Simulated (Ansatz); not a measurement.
# Mg₁₅GaO₁₆ (cell with a defect): what the fields show

The calculation's input:

```
crystal:
  lattice:
    - [4.2535896649, -4.2535896649, 4.2535896649]
    - [-4.2535896649, 4.2535896649, 4.2535896649]
    - [-4.2535896649, -4.2535896649, -4.2535896649]
  atoms:
    - { symbol: Ga, position: [0.25, 0.75, 0.0], spin: 0.143 }
    - { symbol: Mg, position: [0.5, 0.75, 0.75] }
    - { symbol: Mg, position: [0.75, 0.75, 0.5] }
    - { symbol: Mg, position: [0.0, 0.0, 1.0] }
    - { symbol: Mg, position: [0.25, 0.0, 0.75] }
    - { symbol: Mg, position: [0.0, 0.75, 0.25] }
    - { symbol: Mg, position: [0.75, 0.25, 0.0] }
    - { symbol: Mg, position: [0.5, 0.0, 0.5] }
    - { symbol: Mg, position: [0.75, 0.0, 0.25] }
    - { symbol: Mg, position: [0.0, 0.25, 0.75] }
    - { symbol: Mg, position: [0.5, 0.5, 0.0] }
    - { symbol: Mg, position: [0.25, 0.25, 0.5] }
    - { symbol: Mg, position: [0.75, 0.5, 0.75] }
    - { symbol: Mg, position: [0.5, 0.25, 0.25] }
    - { symbol: Mg, position: [0.0, 0.5, 0.5] }
    - { symbol: Mg, position: [0.25, 0.5, 0.25] }
    - { symbol: O, position: [0.25, 0.0, 0.25], spin: 0.143 }
    - { symbol: O, position: [0.5, 0.0, 0.0], spin: 0.143 }
    - { symbol: O, position: [0.75, 0.0, 0.75] }
    - { symbol: O, position: [0.0, 0.25, 0.25] }
    - { symbol: O, position: [0.25, 0.25, 0.0] }
    - { symbol: O, position: [0.0, 0.0, 0.5] }
    - { symbol: O, position: [0.75, 0.5, 0.25] }
    - { symbol: O, position: [0.5, 0.25, 0.75] }
    - { symbol: O, position: [0.75, 0.25, 0.5] }
    - { symbol: O, position: [0.0, 0.5, 0.0], spin: 0.143 }
    - { symbol: O, position: [0.5, 0.75, 0.25], spin: 0.143 }
    - { symbol: O, position: [0.25, 0.5, 0.75], spin: 0.143 }
    - { symbol: O, position: [0.75, 0.75, 0.0] }
    - { symbol: O, position: [0.5, 0.5, 0.5] }
    - { symbol: O, position: [0.0, 0.75, 0.75], spin: 0.143 }
    - { symbol: O, position: [0.25, 0.75, 0.5] }
  host:
    lattice:
      - [0.0, 2.1267948325, 2.1267948325]
      - [2.1267948325, 0.0, 2.1267948325]
      - [2.1267948325, 2.1267948325, 0.0]
    atoms:
      - { symbol: Mg, position: [0.0, 0.0, 0.0] }
      - { symbol: O, position: [0.5, 0.5, 0.5] }
basis:
  ecutwfc: 420
  xc_grid: 2
kpoints:
  mp_grid: { grid: [2, 2, 2], shift: [0.5, 0.5, 0.5] }
hamiltonian:
  xc: pbe
scf:
  occupations: { method: gaussian, width: 0.02 }
  lower_state_search: "off"
output:
  forces: true
  stress: false
  eigenvalues: true
  populations: true
  charged_corrections:
    defect_position: [0.25, 0.75, 0.0]
    epsilon: [[11.1919, 0.0, 0.0], [0.0, 11.1919, 0.0], [0.0, 0.0, 11.1919]]
  write_density: true
  write_potential: true
  elf: true
  volumetric_format: npy
magnetization:
  spin_polarized: true
relax:
  adjacent_minimum: "off"
  f_tol: 0.03
  max_steps: 40
```

Run with:

```sh
ansatz run input.yaml --threads 8 --pin off --max-ram 16384MiB --backend cpu --events-out ev --progress --plain --runs-dir out
```

The fields are those of the run's last geometry, not of the input's.

Spin-polarised.

These are results of Ansatz, DFT PBE, scalar-relativistic, plane waves, PAW, not measurements.

The density is the valence pseudo-density of a PAW calculation; it isn't the true density close to the nuclei.

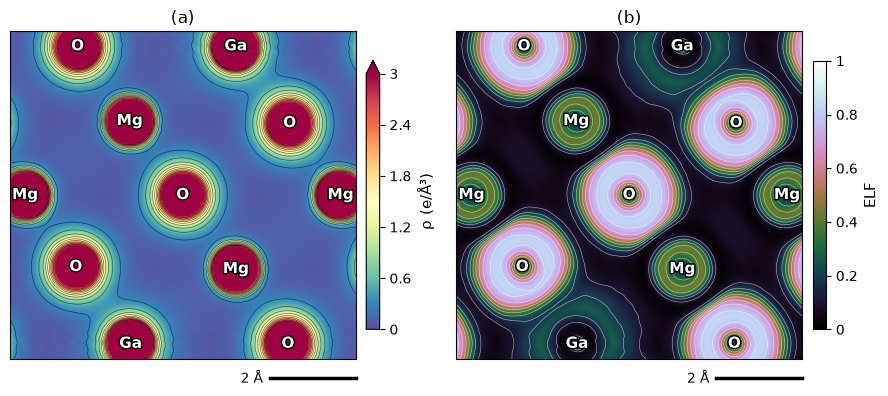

Figure 1. (a) valence pseudo-density; (b) ELF on the (101̄) plane of the calculation cell.

Question: What does the map show?

Answer:
- The plane passes through Ga, Mg and O nuclei.
- Mg–O (2.06 Å): ρ is about 0.36 e/Å³ halfway; the ELF peaks at about 0.85 in the valence shell of O, 0.6 Å from its nucleus, and is about 0.30 at the midpoint; a largely ionic contact.
- Ga–O (2.20 Å): the density is about 0.4 e/Å³ at the midpoint; the ELF peaks at about 0.80 in the valence shell of O, 0.6 Å from its nucleus, and drops to about 0.20 between the two atoms: no localised pair shows between them.
- Mg–O (2.13 Å): ρ at the midpoint is about 0.32 e/Å³; the ELF peaks at about 0.85 in the valence shell of O, 0.6 Å from its nucleus, and is about 0.35 at the midpoint (a closed-shell, largely ionic contact).
- Between the atoms the lowest density in this plane is 0.04 e/Å³.
- The features right at Ga lie inside the PAW spheres, where the map follows smoothed inner orbitals and isn't to be read closely.

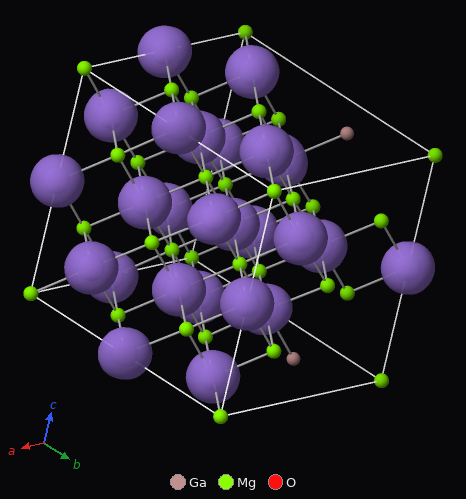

Figure 2. Isosurface of the ELF at 0.75 (purple), seen at an oblique angle. Only the valence region is drawn (cores and ρ < 0.01 e/Å³ removed). Sticks mark near contacts.

Question: Describe the localisation domains.

Answer: The ELF exceeds this value in 16 regions wrapped around O (the valence shell of each), counted in one cell of 32 atoms. Any copies at cell faces, edges or corners count once.

Question: Metal or insulator at this level of theory?

Answer: It is gapped, with a Kohn–Sham gap of 0.29 eV on the k-point mesh, an upper bound to the gap of this method.
